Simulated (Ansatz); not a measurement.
Run report: Si₉₆C₉₅ (charge −1), single-point calculation (part 2 of 3)

Continued. System: Si₉₆C₉₅ (defect cell, 191 atoms in the cell, total charge −1). Method: DFT, r2SCAN, PAW, plane waves (Ansatz 0.2.0); cutoff 500 eV, 1×1×1 k-mesh, Fermi–Dirac smearing of 0.01 eV. 

Output, continued
```
  atom 119  C      0.00371923     0.01068185    -0.00308486
  atom 120  C     -0.00160086     0.00950003    -0.00408759
  atom 121  C     -0.00206576    -0.00018863    -0.00612197
  atom 122  C     -0.00192741    -0.00177524    -0.00439419
  atom 123  C     -0.00699427    -0.01482238    -0.00322598
  atom 124  C     -0.01014302    -0.01584347    -0.00562805
  atom 125  C      0.00596380     0.00073712    -0.00471301
  atom 126  C      0.00195596    -0.02312673    -0.00055847
  atom 127  C     -0.04791899    -0.07274952    -0.01498443
  atom 128  C     -0.08044092    -0.01017311    -0.02004037
  atom 129  C     -0.00814767     0.01519051    -0.00172329
  atom 130  C      0.00100935     0.00166910    -0.00583419
  atom 131  C      0.00527439    -0.01479338    -0.00093126
  atom 132  C      0.05243086    -0.07364496    -0.01738925
  atom 133  C     -0.02786005     0.07822451    -0.01427435
  atom 134  C     -0.00251050     0.01442338    -0.00280018
  atom 135  C     -0.00117513    -0.01228521    -0.00700176
  atom 136  C      0.00975101    -0.01765383    -0.00400233
  atom 137  C      0.08078433    -0.01284650    -0.01061112
  atom 138  C      0.03115042     0.08239886    -0.01106102
  atom 139  C     -0.00080910     0.02083684    -0.00438487
  atom 140  C     -0.00388685    -0.00048334     0.00110264
  atom 141  C      0.00775984     0.01610920    -0.00099560
  atom 142  C      0.00598199     0.01442441    -0.00194834
  atom 143  C     -0.00094300     0.01373258    -0.00473616
  atom 144  C     -0.00502031    -0.00868527    -0.00034371
  atom 145  C     -0.00235322    -0.01336296     0.00190392
  atom 146  C     -0.00959826    -0.01689076    -0.00071207
  atom 147  C     -0.01243380    -0.00890149    -0.00134437
  atom 148  C      0.00626398    -0.01209238     0.00269559
  atom 149  C      0.00206552    -0.02576785    -0.00376194
  atom 150  C     -0.05711727    -0.03397346    -0.04826607
  atom 151  C     -0.01447437     0.01335141    -0.00325198
  atom 152  C     -0.00683547     0.01516988     0.00236258
  atom 153  C      0.00077527    -0.00898224     0.00251910
  atom 154  C      0.01070078    -0.01883970    -0.00216860
  atom 155  C      0.06156874    -0.04088816    -0.04801002
  atom 156  C     -0.00162595     0.07667817    -0.05575787
  atom 157  C     -0.00338934     0.02448744    -0.00209167
  atom 158  C     -0.00395118     0.00640430     0.00275576
  atom 159  C     -0.00190176    -0.01309018    -0.00021172
  atom 160  C      0.00869364    -0.01003607    -0.00265019
  atom 161  C      0.01611011     0.01405158    -0.00304092
  atom 162  C      0.00500084     0.02502430     0.00012417
  atom 163  C      0.00248665     0.00867434     0.00105269
  atom 164  C     -0.00388044     0.00643584    -0.00108027
  atom 165  C      0.00266102     0.01405369     0.00238661
  atom 166  C      0.00318949     0.00753782     0.00456885
  atom 167  C     -0.00259794     0.00540586     0.00319550
  atom 168  C     -0.00209821    -0.00844134     0.00145933
  atom 169  C     -0.00625254    -0.01305078     0.00283363
  atom 170  C      0.00289089    -0.01115066     0.00428137
  atom 171  C     -0.00157932    -0.02327529     0.01137650
  atom 172  C     -0.01564751    -0.01357090     0.01572093
  atom 173  C     -0.00974552     0.01014428     0.01072541
  atom 174  C      0.00249090    -0.00706287     0.00323982
  atom 175  C      0.00341591    -0.02514624     0.01172117
  atom 176  C     -0.00172193    -0.04258400     0.08908697
  atom 177  C     -0.02381709     0.02083047     0.08061980
  atom 178  C     -0.01135431     0.01525222     0.00866026
  atom 179  C     -0.00468870     0.00766020     0.00137728
  atom 180  C     -0.00256396    -0.00416350     0.00215569
  atom 181  C      0.00225416    -0.01491503     0.00522069
  atom 182  C      0.01446231    -0.01339919     0.01535587
  atom 183  C      0.02598501     0.02044647     0.08503732
  atom 184  C      0.00244553     0.02332846     0.01441815
  atom 185  C     -0.00092463     0.00778908     0.00285372
  atom 186  C     -0.00281431    -0.00650112     0.00483831
  atom 187  C      0.00532468     0.01011145     0.01250727
  atom 188  C      0.01002019     0.01267721     0.01163319
  atom 189  C      0.00431053     0.00790251     0.00370106
  atom 190  C     -0.00251719     0.01451074     0.00476015
  atom 191  C      0.00159902     0.00821776     0.00246911
  max |Σ_I F_I| component: 1.93e-4 eV/Å
--- Charged-cell corrections in eV (Makov–Payne, q = -1.000 e, ε = 9.700) ---
  F (periodic)     = -85299.900617  (uncorrected; the corrections below are reported, never added to it)
  E_corr1          = +0.157896  (monopole, q²α_M/2εL)
  F Makov-Payne    = -85299.742721  (F + E_corr1; no measured alignment; for a localised charge, not one spread in a band: unchecked)
--- Band table (eV) ---
  k-point 0 ↑: bands = ["-6.7169", "-6.4481", "-6.2957", "-6.0941", "-6.0296", "-5.9572", "-5.8244", "-5.6784", "-5.5532", "-5.4846", ... 364 levels left out ..., "8.8260", "8.8726", "8.8891", "8.9687", "9.0120", "9.0837", "9.2344", "10.9943", "11.0242", "11.0549", "12.3266", "12.4290", "12.4798", "12.5667", "12.6494", "12.7376", "12.8661", "12.9943", "13.0252", "13.0449", "13.1290", "13.2140", "13.2498", "13.2582", "13.2904", "13.3210", "13.3881", "13.4060", "13.4449",
      "13.4798", "13.5408", "13.5479", "13.6141", "13.6309", "13.6824", "13.6985", "13.7539", "13.7790", "13.8373", "13.8995", "14.0295", "14.0735", "14.2560", "14.2582", "14.3149", "14.3459", "14.3697", "14.4527", "14.4787", "14.5181", "14.5446", "14.5686", "14.6570", "14.6629", "14.6863", "14.7139", "14.7383", "14.7630", "14.7803", "14.7938", "14.8297", "14.8365", "14.8871", "14.9116", "14.9259", "14.9717", "14.9926", "15.0141", "15.0401",
      "15.0787", "15.1373", "15.1661", "15.2664", "15.2918", "15.3179", "15.3691", "15.3775", "15.4196", "15.4347", "15.4936", "15.5118", "15.5310", "15.5431", "15.5844", "15.6028", "15.6226", "15.6385", "15.6445", "15.7014", "15.7125", "15.7283", "15.7428", "15.7606", "15.7740", "15.8373", "15.9458", "15.9993", "16.0229", "16.0390", "16.0525", "16.0637", "16.0823", "16.0880", "16.1035", "16.1117", "16.1350", "16.1731", "16.1862", "16.2129",
      "16.2160", "16.2594", "16.2662", "16.2883", "16.2910", "16.3210", "16.3369", "16.3732", "16.4102", "16.4260", "16.4474", "16.4741", "16.4978", "16.5306", "16.5485", "16.5771", "16.6320", "16.6459", "16.6815", "16.7373", "16.8061", "16.8130", "16.8311", "16.8434", "16.8556", "16.8870", "16.9034", "16.9142", "16.9275", "16.9436", "16.9715", "17.0016", "17.0137", "17.0488", "17.0569", "17.0661", "17.0786", "17.0856", "17.1002", "17.1092",
      "17.1247", "17.1413", "17.1556", "17.1765", "17.2034", "17.2082", "17.2429", "17.2599", "17.3048", "17.3597", "17.3868", "17.4242", "17.4624", "17.4705", "17.4870", "17.5083", "17.5154", "17.5472", "17.5630", "17.5709", "17.5917", "17.6078", "17.6138", "17.6375", "17.6638", "17.7115", "17.7273", "17.7410", "17.7559", "17.7774", "17.7919", "17.8055", "17.8179", "17.8326", "17.8455", "17.8629", "17.8736", "17.8841", "17.9072", "17.9132",
      "17.9233", "17.9606", "17.9851", "18.0137", "18.0285", "18.0398", "18.0451", "18.0581", "18.0720", "18.1001", "18.1223"]
  k-point 0 ↓: bands = ["-6.7096", "-6.4364", "-6.2873", "-6.0869", "-6.0157", "-5.9431", "-5.8113", "-5.6696", "-5.5386", "-5.4763", ... 364 levels left out ..., "8.8419", "8.8854", "8.9171", "8.9822", "9.0294", "9.1031", "9.2572", "12.1018", "12.1755", "12.2246", "12.3983", "12.4680", "12.5308", "12.6355", "12.6940", "12.7995", "12.8990", "13.0216", "13.0960", "13.1124", "13.1732", "13.2348", "13.2826", "13.2984", "13.3205", "13.3497", "13.4069", "13.4436", "13.4846",
      "13.5377", "13.5773", "13.6000", "13.6467", "13.6834", "13.7662", "13.7782", "13.7978", "13.8224", "13.9035", "13.9764", "14.0584", "14.0966", "14.2693", "14.3259", "14.3397", "14.3665", "14.3988", "14.4835", "14.5084", "14.5398", "14.5756", "14.5975", "14.6763", "14.6835", "14.7071", "14.7504", "14.7669", "14.7907", "14.8109", "14.8341", "14.8435", "14.8590", "14.9312", "14.9469", "14.9722", "14.9998", "15.0409", "15.0518", "15.0739",
      "15.1081", "15.1713", "15.1984", "15.2984", "15.3213", "15.3436", "15.3908", "15.3962", "15.4430", "15.4593", "15.5320", "15.5445", "15.5560", "15.5623", "15.6077", "15.6253", "15.6453", "15.6572", "15.6753", "15.7250", "15.7364", "15.7467", "15.7703", "15.7894", "15.8270", "15.8858", "15.9602", "16.0164", "16.0374", "16.0627", "16.0763", "16.0795", "16.1047", "16.1147", "16.1239", "16.1453", "16.1557", "16.1862", "16.2233", "16.2342",
      "16.2495", "16.2833", "16.2930", "16.3151", "16.3324", "16.3522", "16.3621", "16.4027", "16.4323", "16.4567", "16.4860", "16.4982", "16.5221", "16.5677", "16.5994", "16.6128", "16.6522", "16.6781", "16.6996", "16.7596", "16.8284", "16.8339", "16.8544", "16.8648", "16.8836", "16.9043", "16.9194", "16.9391", "16.9460", "16.9715", "16.9889", "17.0234", "17.0275", "17.0694", "17.0765", "17.0895", "17.0999", "17.1151", "17.1300", "17.1420",
      "17.1504", "17.1763", "17.1865", "17.2046", "17.2296", "17.2421", "17.2795", "17.2969", "17.3428", "17.3842", "17.4034", "17.4549", "17.4862", "17.4911", "17.5089", "17.5260", "17.5329", "17.5707", "17.5911", "17.5993", "17.6221", "17.6364", "17.6492", "17.6666", "17.6862", "17.7305", "17.7455", "17.7576", "17.7770", "17.8003", "17.8125", "17.8237", "17.8401", "17.8503", "17.8618", "17.8807", "17.8947", "17.9121", "17.9295", "17.9407",
      "17.9649", "17.9873", "18.0047", "18.0434", "18.0522", "18.0625", "18.0793", "18.0812", "18.0953", "18.1307", "18.1536"]
--- Löwdin populations: 191 sites ---
  site symbol       q [e]    m [muB]
     0     Si      2.8842     0.0001
     1     Si      2.8842     0.0001
     2     Si      2.8843     0.0002
     3     Si      2.8841     0.0007
     4     Si      2.8842     0.0002
     5     Si      2.8834     0.0003
     6     Si      2.8806    -0.0016
     7     Si      2.8810    -0.0015
     8     Si      2.8834     0.0003
     9     Si      2.8842     0.0001
    10     Si      2.8843     0.0002
    11     Si      2.8808    -0.0016
    12     Si      3.2714     0.4658
    13     Si      2.8808    -0.0015
    14     Si      2.8843     0.0002
    15     Si      2.8843     0.0002
    16     Si      2.8841     0.0005
    17     Si      2.8806    -0.0017
    18     Si      2.8806    -0.0016
    19     Si      2.8840     0.0005
    20     Si      2.8843     0.0003
    21     Si      2.8834     0.0003
    22     Si      2.8842     0.0003
    23     Si      2.8840     0.0001
    24     Si      2.9000     0.0000
    25     Si      2.8998     0.0001
    26     Si      2.9003     0.0017
    27     Si      2.9006     0.0015
    28     Si      2.8998     0.0001
    29     Si      2.9001     0.0007
    30     Si      2.9033     0.0183
    31     Si      2.9000     0.0008
    32     Si      2.8997     0.0001
    33     Si      2.9001     0.0001
    34     Si      2.9003     0.0015
    35     Si      2.9031     0.0184
    36     Si      2.9034     0.0185
    37     Si      2.9004     0.0016
    38     Si      2.9000     0.0001
    39     Si      2.8999     0.0001
    40     Si      2.9003     0.0016
    41     Si      2.9001     0.0007
    42     Si      2.9003     0.0017
    43     Si      2.8998     0.0000
    44     Si      2.8997     0.0001
    45     Si      2.8998     0.0001
    46     Si      2.8999     0.0001
    47     Si      2.9000     0.0001
    48     Si      2.9001     0.0023
    49     Si      2.8996    -0.0001
    50     Si      2.8994     0.0002
    51     Si      2.8995     0.0159
    52     Si      2.8948    -0.0014
    53     Si      2.9002     0.0184
    54     Si      2.9004     0.0026
    55     Si      2.9002     0.0164
    56     Si      3.2951     0.4757
    57     Si      3.2960     0.4767
    58     Si      2.9001     0.0164
    59     Si      2.9003     0.0031
    60     Si      2.8997     0.0010
    61     Si      2.8997     0.0001
    62     Si      2.8954    -0.0009
    63     Si      3.2946     0.4772
    64     Si      2.8951    -0.0012
    65     Si      2.8997    -0.0001
    66     Si      2.8996    -0.0003
    67     Si      2.9006     0.0185
    68     Si      2.8996     0.0158
    69     Si      2.8996    -0.0001
    70     Si      2.8990     0.0007
    71     Si      2.9002     0.0026
    72     Si      2.8842     0.0000
    73     Si      2.8842     0.0001
    74     Si      2.8837     0.0000
    75     Si      2.8838     0.0001
    76     Si      2.8842     0.0001
    77     Si      2.8834     0.0007
    78     Si      2.8856     0.0104
    79     Si      2.8850     0.0101
    80     Si      2.8835     0.0007
    81     Si      2.8842     0.0001
    82     Si      2.8837    -0.0000
    83     Si      2.8855     0.0105
    84     Si      2.8861     0.0056
    85     Si      2.8853     0.0102
    86     Si      2.8837     0.0000
    87     Si      2.8840     0.0001
    88     Si      2.8838     0.0001
    89     Si      2.8855     0.0105
    90     Si      2.8856     0.0106
    91     Si      2.8839     0.0001
    92     Si      2.8832    -0.0001
    93     Si      2.8835     0.0007
    94     Si      2.8837    -0.0000
    95     Si      2.8843     0.0001
    96      C      5.0255    -0.0000
    97      C      5.0255     0.0001
    98      C      5.0256     0.0002
    99      C      5.0254     0.0001
   100      C      5.0256     0.0001
   101      C      5.0258     0.0005
   102      C      5.0236     0.0063
   103      C      5.0237     0.0063
   104      C      5.0259     0.0006
   105      C      5.0255     0.0000
   106      C      5.0256     0.0002
   107      C      5.0237     0.0062
   108      C      5.0306     0.0035
   109      C      5.0237     0.0062
   110      C      5.0256     0.0002
   111      C      5.0255     0.0001
   112      C      5.0254     0.0001
   113      C      5.0236     0.0063
   114      C      5.0237     0.0063
   115      C      5.0255     0.0001
   116      C      5.0256     0.0003
   117      C      5.0258     0.0005
   118      C      5.0257     0.0002
   119      C      5.0256     0.0000
   120      C      5.0260     0.0027
   121      C      5.0257    -0.0001
   122      C      5.0263     0.0116
   123      C      5.0266     0.0009
   124      C      5.0258    -0.0001
   125      C      5.0264     0.0004
   126      C      5.0079     0.0478
   127      C      5.0076     0.0488
   128      C      5.0265     0.0007
   129      C      5.0261     0.0029
   130      C      5.0261     0.0112
   131      C      5.0075     0.0462
   132      C      5.0075     0.0464
   133      C      5.0260     0.0110
   134      C      5.0259     0.0003
   135      C      5.0265     0.0013
   136      C      5.0075     0.0488
   137      C      5.0080     0.0480
   138      C      5.0266     0.0012
   139      C      5.0264     0.0227
   140      C      5.0264    -0.0001
   141      C      5.0264     0.0117
   142      C      5.0259     0.0003
   143      C      5.0373    -0.0000
   144      C      5.0373     0.0001
   145      C      5.0378     0.0015
   146      C      5.0376     0.0015
   147      C      5.0374     0.0001
   148      C      5.0370    -0.0002
   149      C      5.0177     0.0498
   150      C      5.0369    -0.0002
   151      C      5.0374     0.0000
   152      C      5.0374    -0.0000
   153      C      5.0378     0.0016
   154      C      5.0180     0.0507
   155      C      5.0174     0.0501
   156      C      5.0377     0.0016
   157      C      5.0373    -0.0000
   158      C      5.0371     0.0003
   159      C      5.0377     0.0016
   160      C      5.0370    -0.0002
   161      C      5.0378     0.0015
   162      C      5.0373     0.0003
   163      C      5.0372     0.0001
   164      C      5.0374     0.0002
   165      C      5.0374    -0.0001
   166      C      5.0374    -0.0001
   167      C      5.0373    -0.0001
   168      C      5.0373     0.0000
   169      C      5.0372     0.0002
   170      C      5.0374     0.0010
   171      C      5.0373     0.0008
   172      C      5.0375     0.0013
   173      C      5.0373    -0.0000
   174      C      5.0373     0.0011
   175      C      5.0139     0.0425
   176      C      5.0146     0.0439
   177      C      5.0373     0.0011
   178      C      5.0373    -0.0000
   179      C      5.0374    -0.0000
   180      C      5.0373    -0.0001
   181      C      5.0374     0.0009
   182      C      5.0142     0.0419
   183      C      5.0373     0.0008
   184      C      5.0373    -0.0000
   185      C      5.0373    -0.0001
   186      C      5.0373     0.0008
   187      C      5.0374     0.0010
   188      C      5.0373    -0.0000
   189      C      5.0372     0.0003
   190      C      5.0373     0.0000
  spilling = 0.010521 (of n_electrons = 765.000000)
```

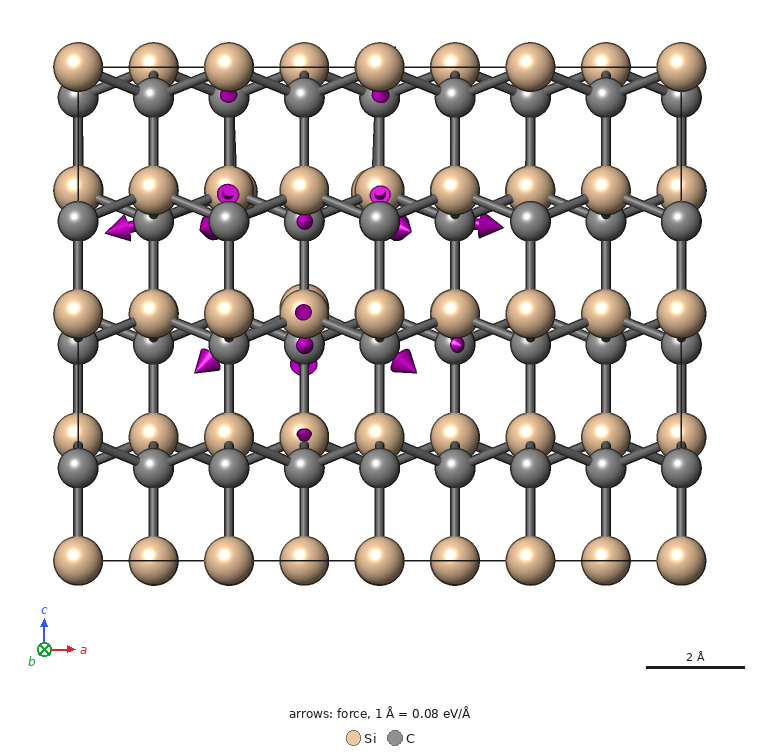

Figure 1. Forces on the atoms as pink arrows (ball-and-stick view of the cell of the calculation, along the b axis); the smallest are left out. The largest act on C176 (0.10 eV/Å); C132, C156, C183 (0.09 eV/Å); C127, C138, C155, C177 (0.09 eV/Å); C128, C133, C137, C150 (0.08 eV/Å), among others. Atoms are counted from 1 in the order of the input and aren't labelled in the picture. 

The run was set up as follows.
